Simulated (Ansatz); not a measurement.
**BN: density, localisation and related maps**

Input file:

```
crystal:
  lattice:
    - [2.5121382667, 0.0, 0.0]
    - [-1.2560691333, 2.1755755568, 0.0]
    - [0.0, 0.0, 8.3612182313]
  atoms:
    - { symbol: B, position: [0.0, 0.0, 0.0] }
    - { symbol: B, position: [0.3333333333, 0.6666666667, 0.5] }
    - { symbol: "N", position: [0.3333333333, 0.6666666667, 0.0] }
    - { symbol: "N", position: [0.6666666667, 0.3333333333, 0.5] }
basis:
  ecutwfc: 420
kpoints:
  mp_grid: { grid: [12, 12, 4] }
hamiltonian:
  xc: pbe
scf:
  occupations: { method: gaussian, width: 0.02 }
output:
  forces: true
  stress: true
  eigenvalues: true
  write_density: true
  write_potential: true
  elf: true
  volumetric_format: npy
relax:
  adjacent_minimum: "off"
  f_tol: 0.005
  max_steps: 80
  cell: { stress_tol: 0.05 }
```

Launched as:

```sh
ansatz run input.yaml --threads 4 --pin off --max-ram 6144MiB --backend cpu --events-out ev --progress --plain --runs-dir out
```

Below, planes, directions and counts refer to the conventional cell (a = 2.51 Å, b = 2.51 Å, c = 8.36 Å, α = 90.00°, β = 90.00°, γ = 120.00°).

The fields are those of the relaxed geometry.

Space group P-6m2; a structure from a database of computed crystals, not necessarily the ambient phase.

All numbers below come from Ansatz 0.2.0, DFT PBE, scalar-relativistic, plane waves, PAW.

Core electrons are frozen (PAW), and the valence fields are smoothed inside the atomic spheres.

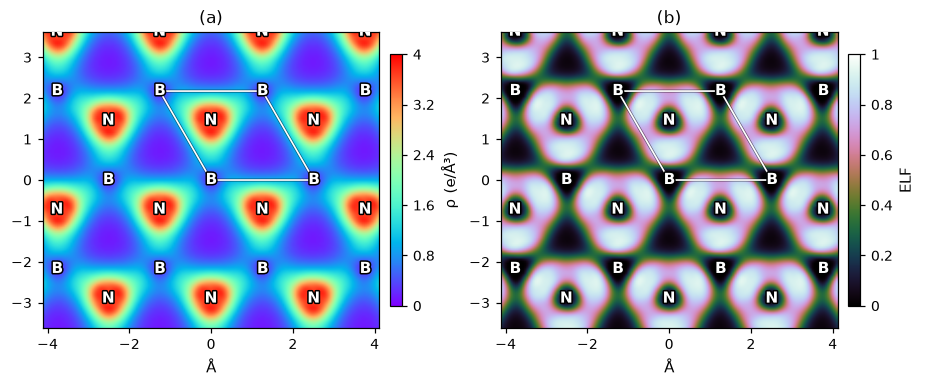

Figure 1. (a) valence electron density; (b) electron localisation function on the (001) plane of the conventional cell.

**Interpret the plot.**

- The section cuts through B and N sites.
- B–N (1.45 Å): ρ at the midpoint is about 1.8 e/Å³; the ELF peaks at about 0.95 between the atoms (a shared but strongly polarised pair).
- Between the atoms the lowest density in this plane is 0.14 e/Å³.

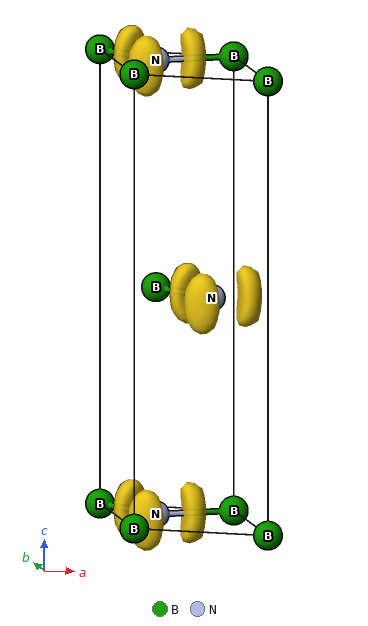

Figure 2. Isosurface of the electron localisation function at 0.85 (yellow), seen slightly off an axis. Core shells and regions of very low density are left out. Sticks mark near contacts.

**Identify the bonds, lone pairs and shells in this picture.**

At this value the surface marks out six regions between bonded B–N atoms (shared pairs), counted in one cell of 4 atoms. Regions shared between cells count once.

**Does the calculation give a band gap?**

It is gapped, with a Kohn–Sham gap of 4.4 eV on the k-point mesh, an upper bound to the gap of this method.
